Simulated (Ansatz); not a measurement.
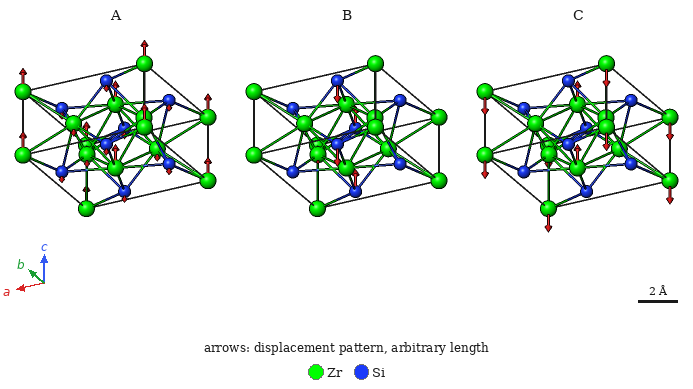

Modes of solid Zr3Si2, space group P4/mbm (No. 127), at the zone centre (one member of each degenerate set). The red arrows give the relative displacements of the atoms. A ball-and-stick model of the cell of the calculation, seen from a free direction.

The calculation used DFT PBEsol, scalar-relativistic, plane waves, PAW (Ansatz 0.2.0).

> Give the symmetry species and the selection rules of each.

A is A₂u, infrared-active by symmetry (168 cm⁻¹). B is E_g, Raman-active by symmetry (302 cm⁻¹). C is A₁u, silent by symmetry (neither infrared- nor Raman-active) (130 cm⁻¹). The crystal has a centre of inversion, so no mode is both. In a metal the free carriers screen the infrared response.
